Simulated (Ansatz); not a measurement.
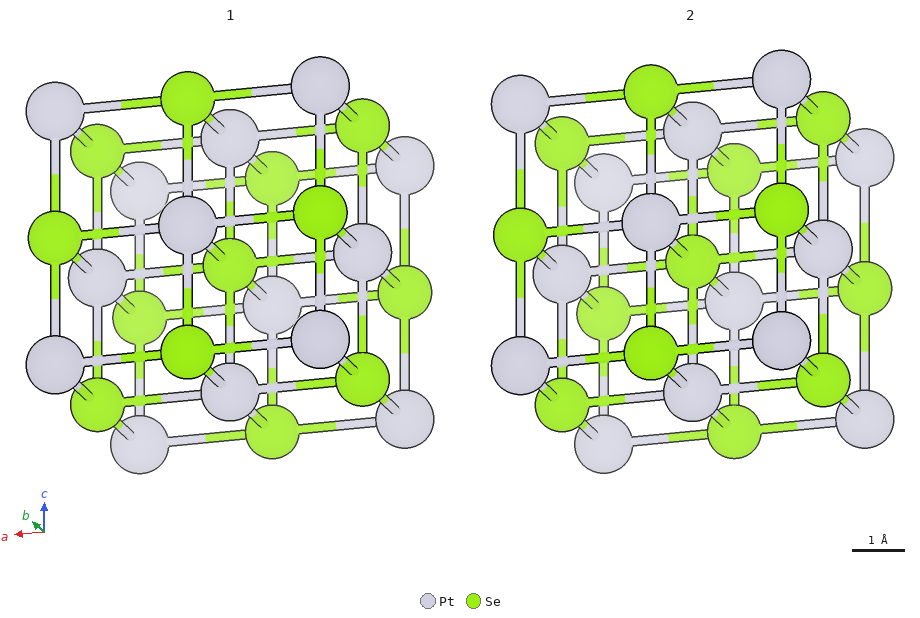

Two geometries of crystalline PtSe (a generated structure, set up in Fm-3m): one is the relaxed structure, the other was perturbed away from it. A ball-and-stick model of the conventional cell (4 times the calculation's cell), seen from a free direction. Lengths and directions refer to the drawn axes.

All numbers below come from Ansatz 0.2.0, DFT, PBE, PAW with Ansatz's default frozen-core files, scalar-relativistic. Settings: plane-wave cutoff 420 eV; k-point mesh 11 × 11 × 11; occupations fermi dirac; smearing width 0.03 eV; no spin polarisation.

Which is the distorted one, and what does the distortion cost?

Structure 1 is the perturbed one. The cell is strained by −3.0 % along c and +1.5 % across it (volume 0.0 %), the atoms keeping their fractional coordinates. No relaxation follows. Near-neighbour distances before and after: Pt–Se 2.644 → 2.565 to 2.685 Å. The space group (tolerance 0.01 Å) goes from Fm-3m (No. 225) to I4/mmm (No. 139). The energy rises by 15.9 meV per atom. Pressure: 0.0 GPa before, 0.7 GPa after. The principal stresses (compression positive) are 6.7 GPa along c and −2.3 GPa across it. All forces vanish by symmetry.
